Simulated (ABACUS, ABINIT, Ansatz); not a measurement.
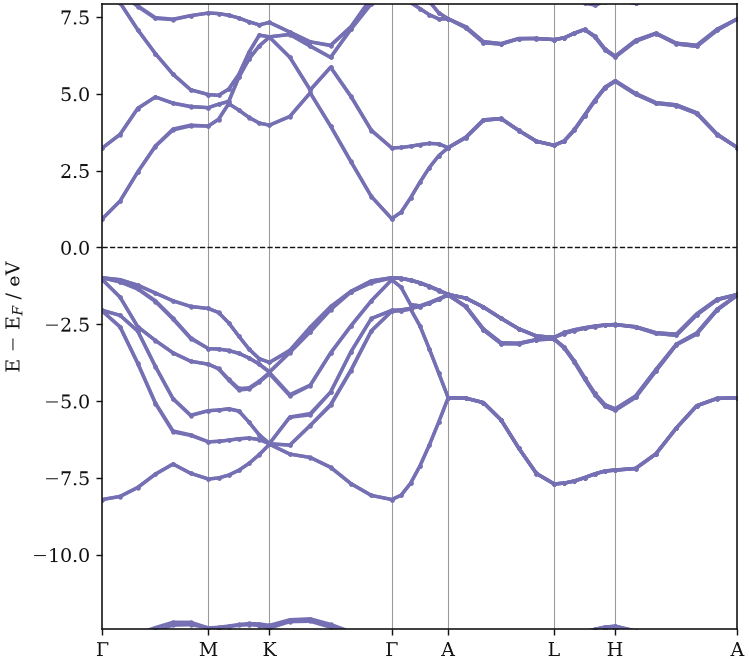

Band structure. Energies are counted from the Fermi level. The path runs straight from each named point to the next. The path has few k points, so lines between them are rough.

Which system does the plot belong to?
A. PbS, space group R3m (No. 160), 2 atoms in the primitive cell (a = 4.225 Å, c = 10.356 Å (hexagonal axes)); TB-mBJ
B. rocksalt YN, space group Fm-3m (No. 225), 2 atoms in the primitive cell (cubic a = 4.877 Å); PBEsol
C. wurtzite GaN, space group P6_3mc, 4 atoms in the cell (a = 3.180 Å, c = 5.166 Å (hexagonal axes)); PBEsol+SOC

Answer. C. A semiconductor. The gap along this path is 1.92 eV and direct: both edges lie at Γ. The top valence band spans 2.8 eV and the lowest conduction band 4.5 eV. The direct gaps are 7.91 eV at H, 5.94 eV at M and 1.92 eV at Γ. A hexagonal (primitive) lattice: the path Γ–M–K–Γ–A–L–H–A runs through the special points of its Brillouin zone.

Computed with Ansatz: PBEsol, all-electron LAPW, relativistic spinors, spin-orbit coupling, no magnetisation, 8×8×4 k mesh, Fermi-Dirac smearing of 0.05 eV.

LDA, GGA and most meta-GGA functionals understate gaps.
